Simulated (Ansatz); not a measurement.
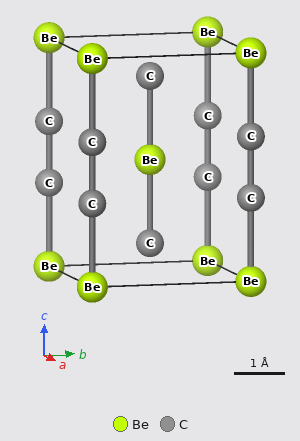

Normal modes of solid BeC$_{2}$ (a generated structure) relaxed at 14 GPa, at the zone centre. The picture is a ball-and-stick view of the conventional cell (2 times the calculation's cell), seen slightly off an axis. Lengths and directions refer to the drawn axes.

Computed with Ansatz 0.2.0, DFT PBE, scalar-relativistic, plane waves, PAW.

Input file:
```yaml
crystal:
  lattice:
    - [-1.6588558808, 1.6588558808, 2.3268201491]
    - [1.6588558808, -1.6588558808, 2.3268201491]
    - [1.6588558808, 1.6588558808, -2.3268201491]
  atoms:
    - { symbol: Be, position: [0.0, 0.0, 0.0] }
    - { symbol: C, position: [0.6341882311, 0.6341882311, 0.0] }
    - { symbol: C, position: [0.3658117689, 0.3658117689, 0.0] }
basis:
  ecutwfc: 420
kpoints:
  mp_grid: { grid: [8, 8, 8] }
hamiltonian:
  xc: pbe
scf:
  occupations: { method: fixed }
output:
  eigenvalues: true
phonons:
  method: dfpt
  dielectric: true
  rigid_motions: translations
  eigenvectors: true
```

Frequencies are those without the non-analytic (LO–TO) term.

### Which optical modes does it have, at what frequencies, and is it stable there?

The calculation's cell holds 3 atoms, so there are 6 optical modes, in 4 levels. The optical modes span E_u + E_g + A₂u + A₁g. One level is unstable (imaginary frequency).

```csv
level,symmetry,frequency (cm⁻¹),activity
1,E_u,459i,infrared-active
2,E_g,451,Raman-active
3,A₂u,1072,infrared-active
4,A₁g,1948,Raman-active
```

The displacement patterns (one member of each degenerate set):

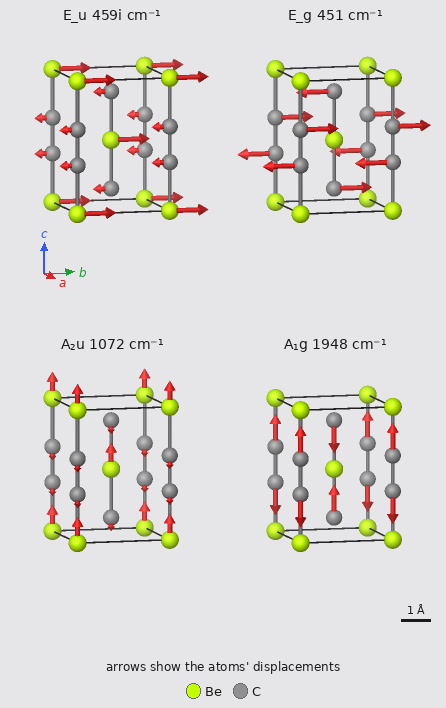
